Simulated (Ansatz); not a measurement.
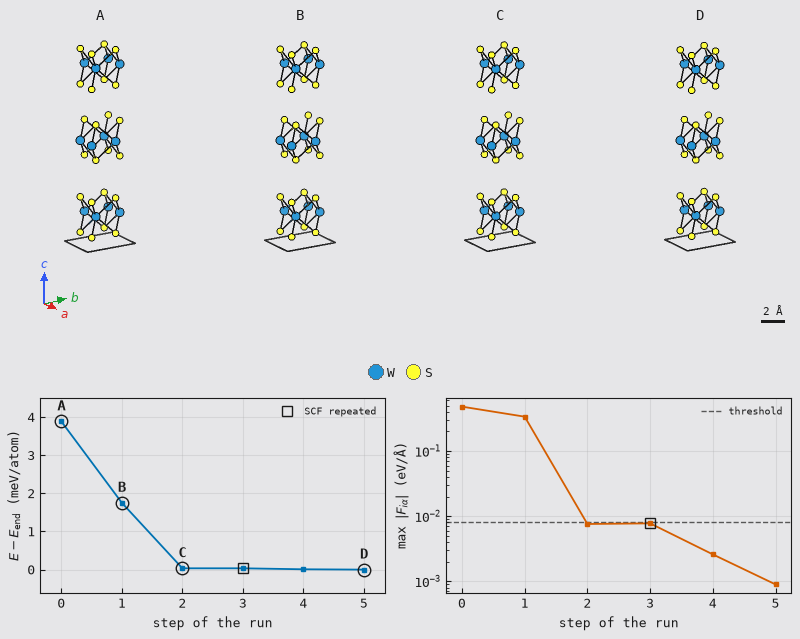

Frames of a relaxation of solid WS$_{2}$ (set up in P-6m2), marked on the history of the run. The picture is a ball-and-stick view of the 2 × 2 repeat of the cell, outlined in the plane, without the vacuum, seen slightly off an axis.

Case: strain along c alone, the other axes held, atoms relaxed: +1.5 %.

Computed with DFT r2SCAN, scalar-relativistic, plane waves, PAW (Ansatz 0.2.0).

The input:
```yaml
crystal:
  lattice:
    - [3.1814541812, 0.0, 0.0]
    - [-1.5907270906, 2.7552201419, 0.0]
    - [0.0, 0.0, 29.1266410095]
  atoms:
    - { symbol: W, position: [0.6666666667, 0.3333333333, 0.5] }
    - { symbol: W, position: [0.3333333333, 0.6666666667, 0.727766093] }
    - { symbol: W, position: [0.3333333333, 0.6666666667, 0.272233907] }
    - { symbol: S, position: [0.6666666667, 0.3333333333, 0.7820924] }
    - { symbol: S, position: [0.6666666667, 0.3333333333, 0.3266133334] }
    - { symbol: S, position: [0.3333333333, 0.6666666667, 0.5543463676] }
    - { symbol: S, position: [0.6666666667, 0.3333333333, 0.6733866666] }
    - { symbol: S, position: [0.6666666667, 0.3333333333, 0.2179076] }
    - { symbol: S, position: [0.3333333333, 0.6666666667, 0.4456536324] }
basis:
  ecutwfc: 500
kpoints:
  mp_grid: { grid: [12, 12, 1] }
hamiltonian:
  xc: r2scan
scf:
  occupations: { method: gaussian, width: 0.02 }
output:
  forces: true
  stress: true
  eigenvalues: true
relax:
  adjacent_minimum: "off"
  f_tol: 0.008
  max_steps: 40
```

Launched with:
```bash
ansatz run input.yaml --threads 2 --pin off --max-ram 5120MiB --backend cpu --events-out ev --progress --plain --runs-dir out
```

Question: Describe the path.

Answer: The largest moves relative to the layer's centre, 0.13 Å, are those of S4 and S8. S4 goes along the normal (−c). Largest moves by element: S 0.13 Å, W 0.10 Å. The cell doesn't change. Some distances before and after: W2–S7 2.425 → 2.410 Å, W1–S6 2.425 → 2.410 Å. The space group stays P-6m2 (No. 187). Over 4 accepted moves (5 points after the start) the energy falls by 3.9 meV per atom. Largest force component: 0.48 eV/Å at the start, 0.00089 eV/Å at the end. 1 step only repeated the SCF at the same geometry. From step 0 to 1: S atoms move most (0.07 Å), energy −2.1 meV per atom. From step 1 to 2: S atoms move most (0.04 Å), energy −1.7 meV per atom. From step 2 to 5: W and S atoms move most (0.05 Å), energy 0.0 meV per atom.

Limits of the set-up: layers or molecules are held without a dispersion correction, so their spacing is unreliable.
